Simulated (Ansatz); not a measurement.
# Quasiparticle gap of P2Ir (P2_1/c)

How far does one-shot GW move the LDA gap of P2Ir (P2_1/c)?

Method: LDA, then G0W0 on it, plane waves, PAW, in Ansatz 0.2.0.

### Step 1. Set-up

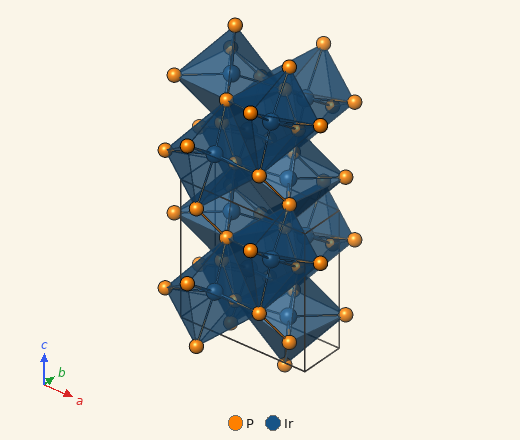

The starting structure, seen slightly off an axis (phosphorus orange, iridium blue). 1×1×2 cells are drawn. Some periodic images of atoms are drawn too.

As a file:

```cif
data_structure
_symmetry_space_group_name_H-M 'P 1'
_symmetry_Int_Tables_number 1
_cell_length_a 5.7723
_cell_length_b 5.8067
_cell_length_c 5.8725
_cell_angle_alpha 90.000
_cell_angle_beta 111.251
_cell_angle_gamma 90.000
_cell_volume 183.45
loop_
_atom_site_label
_atom_site_type_symbol
_atom_site_fract_x
_atom_site_fract_y
_atom_site_fract_z
_atom_site_occupancy
P1 P 0.15801 0.88188 0.87029 1
P2 P 0.84199 0.38188 0.62971 1
P3 P 0.84199 0.11812 0.12971 1
P4 P 0.15801 0.61812 0.37029 1
P5 P 0.33432 0.37721 0.18855 1
P6 P 0.66568 0.87721 0.31145 1
P7 P 0.66568 0.62279 0.81145 1
P8 P 0.33432 0.12279 0.68855 1
Ir9 Ir 0.27187 0.49883 0.79158 1
Ir10 Ir 0.72813 0.99883 0.70842 1
Ir11 Ir 0.72813 0.50117 0.20842 1
Ir12 Ir 0.27187 0.00117 0.29158 1
```

The cell and positions are those that the Materials Project relaxed with its own functionals (PBE, PBE+U or r2SCAN), kept fixed. At the settings of the band run the largest force is still 0.26 eV/Å. Spin-orbit coupling is left out unless a step names it. The default PAW set here is soft_2. Its files were made with PBE.

### Step 2. The LDA band structure

Levels along a band path and on the mesh show where this functional puts the band edges.

This step: DFT, LDA, plane waves, PAW.

Contents of input.yaml:

```yaml
crystal:
  lattice:
    - [5.7723350975, 0.0, 0.0]
    - [0.0, 5.80673151, 0.0]
    - [-2.1284997265, 0.0, 5.4731408836]
  atoms:
    - { symbol: P, position: [0.1580067, 0.88188186, 0.87028772] }
    - { symbol: P, position: [0.8419933, 0.38188186, 0.62971228] }
    - { symbol: P, position: [0.8419933, 0.11811814, 0.12971228] }
    - { symbol: P, position: [0.1580067, 0.61811814, 0.37028772] }
    - { symbol: P, position: [0.33432299, 0.37720527, 0.18854639] }
    - { symbol: P, position: [0.66567701, 0.87720527, 0.31145361] }
    - { symbol: P, position: [0.66567701, 0.62279473, 0.81145361] }
    - { symbol: P, position: [0.33432299, 0.12279473, 0.68854639] }
    - { symbol: Ir, position: [0.27186641, 0.49883041, 0.79157869] }
    - { symbol: Ir, position: [0.72813359, 0.99883041, 0.70842131] }
    - { symbol: Ir, position: [0.72813359, 0.50116959, 0.20842131] }
    - { symbol: Ir, position: [0.27186641, 0.00116959, 0.29157869] }
kpoints:
  mp_grid: { grid: [4, 4, 4] }
  band_path:
    path:
      - [0.0, 0.0, 0.0]
      - [0.0, 0.5, 0.0]
      - [0.0, 0.5, 0.5]
      - [0.0, 0.0, 0.5]
      - [0.0, 0.0, 0.0]
      - [-0.5, 0.0, 0.5]
      - [-0.5, 0.5, 0.5]
      - [0.0, 0.5, 0.0]
      - [-0.5, 0.5, 0.0]
      - [-0.5, 0.0, 0.0]
      - [0.0, 0.0, 0.0]
    npoints: 10
hamiltonian:
  xc: lda
scf:
  occupations: { method: fermi_dirac, width: 0.02 }
  n_extra_bands: 8
output:
  eigenvalues: true
  forces: true
  stress: true
```

Run with:

```bash
ansatz run input.yaml --threads 24 --pin off --max-ram 82944MiB --backend cuda --events-out ev --progress --plain --runs-dir out --devices 1 --max-vram 78GiB
```

Numbers of over 12 decimals in the logs are rounded to 6 here.

Log:

```text
scf.n_extra_bands = 8 over 54 filled bands (N_el = 108.0): the run solves 62 bands
GPUs: using 1 of 1 available (devices: 1).
Engine: ansatz 0.2.0, aarch64-unknown-linux-gnu
Pseudopotentials: kind: paw
Pseudopotential: P, paw, valence charge 5, recommended cutoff 420 eV (normal), P.paw.azcp
Pseudopotential: Ir, paw, valence charge 17, recommended cutoff 420 eV (normal), Ir.paw.azcp
Functional definition: SPW92
  exchange = slater_x
  correlation = pw_c
device memory: the entry about to start is reckoned to put 4.0 GiB on a device that reports 111.4 GiB free (of which the cap on the GPU budget leaves the run 78.0 GiB)
GPU FFT provider: cuFFT
GPU libraries: cuBLAS 13.8.1, cuFFT 12.4.0, cuSOLVER 12.3.2
GPU matrix products: emulated (plane waves: as basis.precision tells), large ones in fixed point in workspaces of 1.00 GiB
Crystal: 12 atoms, lattice volume = 183.451 Å³
Basis set: ecut = 420 eV, 3599 PW (Γ)
Bands: 62, of which v1, the nominal top of the filled ones, is band 54 counted from 1 (53 counted from 0)
Symmetry: 4 space group operations
Space group: P21/c (ITA 14), of the structure as read, at distance tolerance 5.7e-5 Å
k-points: 30 of 64
Non-local potential: P, projectors of the file, l = 0: 2, l = 1: 2, l = 2: 2
Non-local potential: Ir, projectors of the file, l = 0: 3, l = 1: 2, l = 2: 2, l = 3: 1
PAW form: soft (Blöchl's): semilocal exchange-correlation on the pseudo side does not see the compensation charge
PAW frozen core: P, regenerated for the run's functional, and the local potential with it (the file was generated under x = pbe(κ = 0.804, μ = 0.219515), c = pbe(β = 0.066725))
PAW frozen core: Ir, regenerated for the run's functional, and the local potential with it (the file was generated under x = pbe(κ = 0.804, μ = 0.219515), c = pbe(β = 0.066725))
PAW one-centre angular grid: P, 110 points (default); XC on 64 Gauss nodes
PAW one-centre angular grid: Ir, 590 points (default); XC on 64 Gauss nodes
Initial density: superposition of atomic densities (neutral atoms: chi_scale 0, normalization atom), corrected by the library's trained network
Initial wavefunctions: pseudopotential atomic-orbital guess
GPU buffer pool allocated for 64000 grid points (all kernels)
GPU transforms: local potential and band sums: pruned to the plane-wave sphere, on 40×40×40
Functional: x = slater, c = lda
SCF iter   1: F=—  HF=-52471.018320 eV  |F-HF|=—  |Δ(HF+E_count)|=         —  Δρ=6.84e-3  dr2=5.32e-2  ethr=1.77e-3  ⟨swp⟩=7.5  Hψ=7889  notcnv=0
preconditioner: auto → Resta (q_TF=auto, 2.498 Å⁻¹)  ε∞=10.6  [insulator: Δε(μ)=0.625 eV  Ē_g=7.704 eV  σ=0.020 eV  W_gap=1.00  n_scr=52 (ndim 8)  ℏωp=23.9 eV  f_vac=0.000  D(μ)=0.00/eV (n_scr^D=0)  ε∞_Penn≈10.6]
SCF iter   2: F=—  HF=-52471.008487 eV  |F-HF|=—  |Δ(HF+E_count)|=   9.83e-3  Δρ=3.80e-3  dr2=1.55e-2  ethr=4.93e-5  ⟨swp⟩=2.6  Hψ=2973  notcnv=0  defer=60
SCF iter   3: F=—  HF=-52471.005248 eV  |F-HF|=—  |Δ(HF+E_count)|=   3.24e-3  Δρ=4.14e-4  dr2=3.49e-4  ethr=1.43e-5  ⟨swp⟩=2.1  Hψ=3031  notcnv=0  defer=60
SCF iter   4: F=—  HF=-52471.004743 eV  |F-HF|=—  |Δ(HF+E_count)|=   5.05e-4  Δρ=1.28e-4  dr2=2.12e-5  ethr=3.23e-7  ⟨swp⟩=2.0  Hψ=2730  notcnv=0  defer=60
SCF iter   5: F=—  HF=-52471.004919 eV  |F-HF|=—  |Δ(HF+E_count)|=   1.77e-4  Δρ=2.15e-5  dr2=7.60e-7  ethr=1.96e-8  ⟨swp⟩=2.5  Hψ=2962  notcnv=0  defer=60
SCF iter   6: F=-52471.004919 eV  HF=-52471.004919 eV  |F-HF|=1.81e-8  |Δ(HF+E_count)|=   3.95e-8  Δρ=5.21e-6  dr2=5.96e-8  ethr=9.26e-11  ⟨swp⟩=10.6  Hψ=7723  notcnv=0
SCF 1 converged in 6 iterations: F = -52471.004919 eV  dr2 = 5.96e-8
  greatest PAW one-centre occupation: 1.000 electrons in one spin orbital (limit 2), on the Ir atom at site 11 (counted from 0), in its partial waves of l = 0
concurrent solve slots: 21 of 24 are kept, ahead of what memory takes: no pass of the eigensolver takes more rounds on 21
device memory: the entry about to start is reckoned to put 12.1 GiB on a device that reports 111.4 GiB free (of which the cap on the GPU budget leaves the run 78.0 GiB)
NSCF: frozen V_eff on 101 k-points
SCF converged after 6 iterations
Free energy (F): -52471.004919 eV
Harris-Foulkes:  -52471.004919 eV  (|F-HF|=1.81e-8)
Internal energy: -52471.004919 eV  (E = F + TS)
E sigma→0 (E₀):  -52471.004919 eV
Fermi energy:    14.083144 eV
--- Per-component energies (eV) ---
  E_band       = -822.399189
  E_kinetic    = 3074.107925
  E_local      = -8179.793421  (includes V_loc(G=0)·N_el)
  E_nonlocal   = 591.715185
  E_hartree    = 3205.438081
  E_xc         = -1565.589556
  E_vxc        = -1700.397711  (∫ρ·V_xc dr)
  E_paw        = -40132.715833  (= ΣΔE_a)
  E_vpaw       = -1018.918922  (= ΣTr[D̂ρ^β])
  E_aug_tail   = 0.000227  (compensation charges beyond the density's cutoff)
  E_ewald      = -9466.752748
  E_core_change = 2.585221  (= ΣΔE_core)
  E_smearing   = -0.000000  (= −TS)
  E_closure    = -0.000000  (closes the sum)
  Σ components = -52471.004919   (vs F -52471.004919, Δ=0.00e0)
--- Forces (eV/Å), atoms counted from 1 ---
  atom   1  P     -0.15975170    -0.16662963     0.10208580
  atom   2  P      0.15975170    -0.16662963    -0.10208580
  atom   3  P      0.15975170     0.16662963    -0.10208580
  atom   4  P     -0.15975170     0.16662963     0.10208580
  atom   5  P      0.14839672    -0.18538043    -0.09339278
  atom   6  P     -0.14839672    -0.18538043     0.09339278
  atom   7  P     -0.14839672     0.18538043     0.09339278
  atom   8  P      0.14839672     0.18538043    -0.09339278
  atom   9  Ir     0.05530496     0.02427043     0.04494058
  atom  10  Ir    -0.05530496     0.02427043    -0.04494058
  atom  11  Ir    -0.05530496    -0.02427043    -0.04494058
  atom  12  Ir     0.05530496    -0.02427043     0.04494058
  max |Σ_I F_I| component: 6.25e-17 eV/Å
--- Stress (GPa, compression-positive) ---
       -6.077711       0.000000      -0.507685
        0.000000      -6.045819       0.000000
       -0.507685       0.000000      -6.210054
  P = ⅓ Tr σ = -6.1112 GPa (-61.112 kbar)
--- Band table (eV; the first three rows and the last of 30) ---
  k-point 0: bands = [... 50 lower, 11.7532, 12.1566, 12.3436, 12.4760, 14.3842, 15.1850, 16.1156, 16.5011, ... 4 higher]
  k-point 1: bands = [... 50 lower, 11.9313, 12.0072, 12.5784, 12.9211, 14.6599, 15.1509, 16.1093, 16.2192, ... 4 higher]
  k-point 2: bands = [... 50 lower, 11.9370, 11.9370, 13.3082, 13.3082, 15.1219, 15.1219, 15.8258, 15.8258, ... 4 higher]
  k-point 29: bands = [... 50 lower, 12.9944, 12.9944, 13.7679, 13.7679, 15.3879, 15.3879, 16.1485, 16.1485, ... 4 higher]
```

Run time: 1.9 s. Hardware: 1 × NVIDIA GB200 (shared by 2 runs) with 24 threads of Arm Neoverse V2, shared host; peak memory 1.1 GiB.

Reading the cycles: dr2 is the Hartree energy of the density residual (eV), the measure of convergence; HF is the Harris–Foulkes estimate of the energy, which meets the free energy F at convergence.

This step gave:

```
pressure             : -6.111 GPa
filled bands         : 54
gap                  : 0.6163 eV
valence top at       : E
conduction bottom at : Γ
least direct gap     : 1.526 eV
```

Over mesh and path the gap is 0.616 eV, from k = (-0.500, 0.500, 0.500) to k = Γ. The least direct gap found is 1.526 eV, at k = (0.000, 0.500, 0.500). The pressure in this cell is -6 GPa; the cell is kept.

The electronic bands at the labelled points (eV, zero at the top of the highest nominally filled band):

```csv
point,band 51,band 52,band 53,band 54,band 55,band 56,band 57,band 58
Γ,-2.01,-1.61,-1.42,-1.29,0.62,1.42,2.35,2.73
Z,-1.09,-1.09,-0.55,-0.55,1.28,1.28,2.59,2.59
D,-1.19,-1.19,-0.12,-0.12,1.41,1.41,2.09,2.09
B,-1.83,-1.83,-0.46,-0.46,1.35,1.35,2.06,2.06
Γ,-2.01,-1.61,-1.42,-1.29,0.62,1.42,2.35,2.73
A,-0.86,-0.86,-0.74,-0.74,2.35,2.35,2.41,2.41
E,-0.77,-0.77,0.00,0.00,1.62,1.62,2.38,2.38
Z,-1.09,-1.09,-0.55,-0.55,1.28,1.28,2.59,2.59
C2,-0.97,-0.97,-0.22,-0.22,1.63,1.63,1.86,1.86
Y2,-1.62,-1.55,-0.30,-0.07,1.47,1.77,2.10,2.26
Γ,-2.01,-1.61,-1.42,-1.29,0.62,1.42,2.35,2.73
```

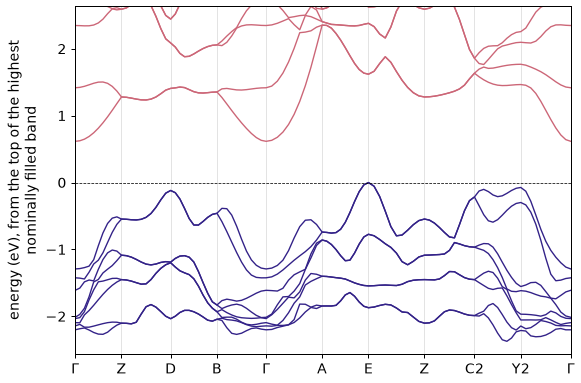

Electronic bands along the path; lines of filled and empty bands in two colours.

### Step 3. G0W0 on the 4×2×4 mesh

G0W0 replaces the xc potential by a self-energy built once from the orbitals of the start. Levels are corrected in the window of bands that the input names, at points of the mesh.

This step: G0W0 on LDA, plane waves, PAW.

input.yaml, the sections that differ from step 2:

```yaml
kpoints:
  mp_grid: { grid: [4, 2, 4] }
scf:
  occupations: { method: fixed }
gw:
  n_empty_bands: 843
  ecut_chi: 160.0
  qp_bands: [v4, c4]
  qp_kpoints: band_edges
  screening: { model: contour_deformation }
# crystal, hamiltonian: as in step 2
# output: removed
```

Log:

```text
GPUs: using 1 of 1 available (devices: 1).
[...]
Crystal: 12 atoms, lattice volume = 183.451 Å³
Basis set: ecut = 420 eV, 3599 PW (Γ)
Bands: 66, of which v1, the nominal top of the filled ones, is band 54 counted from 1 (53 counted from 0)
Symmetry: 4 space group operations
[...]
k-points: 20 of 32
[...]
SCF iter   1: F=—  HF=-52470.939616 eV  |F-HF|=—  |Δ(HF+E_count)|=         —  Δρ=6.87e-3  dr2=5.31e-2  ethr=1.77e-3  ⟨swp⟩=5.0  Hψ=4633  notcnv=0  defer=195
[...]
SCF iter   7: F=-52470.924009 eV  HF=-52470.924009 eV  |F-HF|=6.21e-9  |Δ(HF+E_count)|=   2.05e-8  Δρ=3.04e-6  dr2=1.97e-8  ethr=9.26e-11  ⟨swp⟩=12.1  Hψ=5595  notcnv=0
SCF 1 converged in 7 iterations: F = -52470.924009 eV  dr2 = 1.97e-8
[...]
NSCF: frozen V_eff on 20 k-points
the band table was solved once the SCF had ended and its energy, with any forces and stress, was formed, with the checks that follow a solve (5140 applications of the Hamiltonian). They found nothing against the state; the energy, forces and stress were not computed again (output.eigenvalues in the input reference)
[...]
G₀W₀ screening: q 1/20
[... further progress lines ...]
[...]
SCF converged after 7 iterations
Free energy (F): -52470.924009 eV
[...]
Internal energy: -52470.924009 eV  (E = F + TS)
E sigma→0 (E₀):  -52470.924009 eV
Fermi energy:    13.767467 eV
[...]
9    58     16.2432   -15.8729    -4.0497   -20.3353  0.7682    16.6580    16.6558  root
    12    51     13.1733   -20.0016     1.6024   -18.2425  0.7702    13.0164    13.0167  root
    12    52     13.1733   -20.0016     1.6024   -18.2425  0.7702    13.0164    13.0167  root
    12    53     13.5655   -19.0569     1.2012   -17.7000  0.7770    13.4097    13.4100  root
    12    54     13.5655   -19.0569     1.2012   -17.7000  0.7770    13.4097    13.4100  root
    12    55     15.2709   -15.9529    -3.4850   -19.7657  0.7672    15.6002    15.5988  root
    12    56     15.2709   -15.9529    -3.4850   -19.7657  0.7672    15.6002    15.5988  root
    12    57     15.6483   -17.3103    -3.7831   -21.5378  0.7665    16.0953    16.0927  root
    12    58     15.6483   -17.3103    -3.7831   -21.5378  0.7665    16.0953    16.0927  root
    14    51     12.1340   -23.8220     2.7062   -21.0417  0.7507    12.0598    12.0599  root
    14    52     12.2082   -19.1046     1.9091   -17.0141  0.7595    12.0263    12.0268  root
    14    53     13.4672   -20.1510     1.3400   -18.6977  0.7748    13.3538    13.3540  root
    14    54     13.6926   -19.9259     1.3482   -18.4579  0.7759    13.5726    13.5728  root
    14    55     15.2305   -18.7586    -3.1613   -22.2986  0.7602    15.6113    15.6093  root
    14    56     15.5340   -15.5471    -3.9170   -19.8628  0.7706    15.9346    15.9326  root
    14    57     15.8620   -13.9938    -4.0795   -18.4104  0.7686    16.2007    16.1992  root
    14    58     16.0218   -16.5901    -3.7445   -20.6916  0.7561    16.3805    16.3787  root
    15    51     12.5020   -22.1095     2.1949   -19.8047  0.7602    12.3919    12.3921  root
    15    52     13.0247   -17.3158     1.1390   -15.9543  0.7740    12.8018    12.8022  root
    15    53     13.0700   -20.4139     1.5413   -18.7576  0.7704    12.9548    12.9550  root
    15    54     13.3479   -21.3566     1.6596   -19.6103  0.7696    13.2611    13.2612  root
    15    55     15.2071   -17.0030    -3.4357   -20.8134  0.7660    15.5837    15.5818  root
    15    56     15.4480   -14.6629    -3.9184   -18.9558  0.7744    15.8241    15.8224  root
    15    57     16.1740   -13.9545    -4.1642   -18.4484  0.7638    16.5055    16.5038  root
    15    58     16.2946   -15.3339    -4.0276   -19.6991  0.7535    16.6341    16.6322  root
    16    51     12.9076   -18.8151     1.4910   -17.1529  0.7719    12.7361    12.7365  root
    16    52     12.9076   -18.8151     1.4910   -17.1529  0.7719    12.7361    12.7365  root
    16    53     13.0266   -19.3164     1.3289   -17.8343  0.7700    12.8730    12.8734  root
    16    54     13.0266   -19.3164     1.3289   -17.8343  0.7700    12.8730    12.8734  root
    16    55     16.1170   -14.8442    -4.0160   -19.2113  0.7614    16.4700    16.4680  root
    16    56     16.1170   -14.8442    -4.0160   -19.2113  0.7614    16.4700    16.4680  root
    16    57     16.1700   -14.0307    -4.1328   -18.5160  0.7692    16.5243    16.5225  root
    16    58     16.1700   -14.0307    -4.1328   -18.5160  0.7692    16.5243    16.5225  root
    17    51     12.7957   -22.0531     2.2141   -19.7144  0.7588    12.6708    12.6711  root
    17    52     12.7957   -22.0531     2.2141   -19.7144  0.7588    12.6708    12.6711  root
    17    53     13.5514   -18.0763     1.1931   -16.6830  0.7801    13.3508    13.3512  root
    17    54     13.5514   -18.0763     1.1931   -16.6830  0.7801    13.3508    13.3512  root
    17    55     15.3963   -17.3790    -3.6485   -21.4542  0.7663    15.8254    15.8229  root
    17    56     15.3963   -17.3790    -3.6485   -21.4542  0.7663    15.8254    15.8229  root
    17    57     15.6211   -16.6270    -3.6273   -20.6190  0.7641    15.9881    15.9859  root
[...]
18    55     15.3552   -16.9307    -3.7286   -21.0880  0.7698    15.7863    15.7839  root
    18    56     15.3552   -16.9307    -3.7286   -21.0880  0.7698    15.7863    15.7839  root
    18    57     15.7980   -16.3155    -3.7066   -20.3781  0.7610    16.1559    16.1540  root
    18    58     15.7980   -16.3155    -3.7066   -20.3781  0.7610    16.1559    16.1540  root
    19    51     12.9935   -18.6051     1.5599   -16.8338  0.7706    12.7816    12.7822  root
    19    52     12.9935   -18.6051     1.5599   -16.8338  0.7706    12.7816    12.7822  root
    19    53     13.7675   -17.0863     0.7403   -16.1549  0.7823    13.5761    13.5764  root
    19    54     13.7675   -17.0863     0.7403   -16.1549  0.7823    13.5761    13.5764  root
    19    55     15.3787   -18.4357    -3.6058   -22.5189  0.7710    15.8586    15.8562  root
    19    56     15.3787   -18.4357    -3.6058   -22.5189  0.7710    15.8586    15.8562  root
    19    57     16.1470   -14.1272    -4.0522   -18.4672  0.7551    16.4365    16.4348  root
    19    58     16.1470   -14.1272    -4.0522   -18.4672  0.7551    16.4365    16.4348  root
```

It took 42 s on 1 × NVIDIA GB200 (shared by 2 runs) with 24 threads; peak memory 4.7 GiB.

Numbers from this step:

```
bands summed                                    : 897
RPA ε∞ on this mesh (eigenvalues)               : 15.78, 17.46, 18.80
plane waves in the screening matrix             : 843
q-points in the mesh                            : 32
G0W0 gap over the corrected points              : 1.152 eV
k of the valence top                            : -0.5, -0.5, -0.5
k of the conduction bottom                      : 0, 0, 0
starting gap on the mesh                        : 0.6132 eV
Z at the valence top                            : 0.7823
Z at the conduction bottom                      : 0.7651
least direct G0W0 gap over the corrected points : 2.017 eV
```

Over 16 of 20 irreducible mesh points the G0W0 gap is 1.152 eV, from k = (-0.500, -0.500, -0.500) to k = Γ. The LDA gap of this run on the mesh is 0.613 eV. The two states that bound the G0W0 gap lie that far apart at the start, so the correction of the gap is 1.152 − 0.613 = +0.539 eV. The start of this run differs from the step before in mesh (4×4×4 and 4×2×4).

Labels follow the order of the start: v1 is the top filled band, c1 the lowest empty one; levels that stay degenerate share a row, the window can cut a multiplet, doubted levels are not marked in this list, bands outside the window were not corrected, and the list may be a part of the corrected levels. The levels before and after the correction (eV, zero at the valence-band top of each column):

```csv
,conduction bottom,valence top
Kohn-Sham,0.61,0.00
G0W0,1.15,0.00
```

```csv
,level,occupation,energy (eV)
Kohn-Sham,Γ v3,2,-1.623
Kohn-Sham,Γ v2,2,-1.439
Kohn-Sham,Γ v1,2,-1.295
Kohn-Sham,Γ c1,0,0.613
Kohn-Sham,Γ c2,0,1.415
Kohn-Sham,Γ c3,0,2.348
Kohn-Sham,(-0.5 -0.5 -0.5) v3,2,-0.774
Kohn-Sham,(-0.5 -0.5 -0.5) v2-v1,2,0.000
Kohn-Sham,(-0.5 -0.5 -0.5) c1-c2,0,1.611
Kohn-Sham,(-0.5 -0.5 -0.5) c3,0,2.380
G0W0,Γ v3,2,-1.444
G0W0,Γ v2,2,-1.248
G0W0,Γ v1,2,-1.098
G0W0,Γ c1,0,1.152
G0W0,Γ c2,0,1.850
G0W0,Γ c3,0,2.905
G0W0,(-0.5 -0.5 -0.5) v3,2,-0.794
G0W0,(-0.5 -0.5 -0.5) v2-v1,2,0.000
G0W0,(-0.5 -0.5 -0.5) c1-c2,0,2.280
G0W0,(-0.5 -0.5 -0.5) c3,0,2.858
```

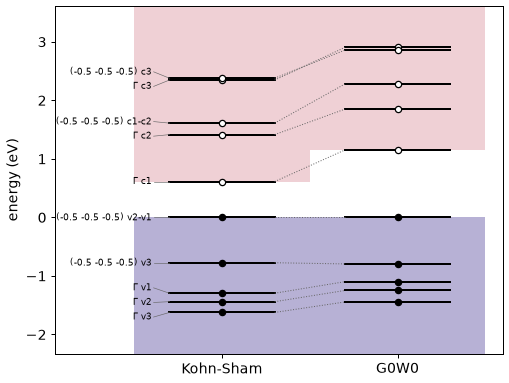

Levels before and after the correction. Shaded: valence and conduction bands. Filled marks are occupied levels, open marks empty ones.

The parts of the quasiparticle energy for the two states that bound the G0W0 gap, in eV on the run's own scale (QP = start + Σx + Σc − Vxc, with Σc at the quasiparticle energy):

```csv
edge,k,band,start,Σx,Σc,Vxc,Z,QP
valence top,"(-0.500, -0.500, -0.500)",53,13.768,−17.086,0.740,−16.155,0.782,13.576
conduction bottom,Γ,55,14.381,−17.668,−2.923,−20.940,0.765,14.729
```

(Continued in part 2 of 2.)

[Paths, hosts, dates, memory and timing lines, banners, echoed tables and standing remarks are left out of the program output.]

[Logs are printed without paths, hosts, clocks, repeated set-up lines and the standing remarks that a program may print on its own settings, such as how far it seeks lower states.]

[Runs of the session that timed out or met a known fault of the program may be left out.]

[Cells called generated may have been cut or substituted from an entry of the Crystallography Open Database or the Materials Project.]

[Hosts, paths, dates, database ids (printed as entryN), source tags and the programs' standing remarks are cut or masked in the printed files.]

[Where an RPA ε∞ is given, it is that of the G0W0 mesh and is not shown converged in it. Names of k-points follow the symmetry that the program found, which can be lower than the space group named. Band edges on a path are those of the sampled points; other points can move an edge, and change direct to indirect where valleys lie close.]

[Hybrid gaps are those of their k-mesh and are not shown converged in it.]
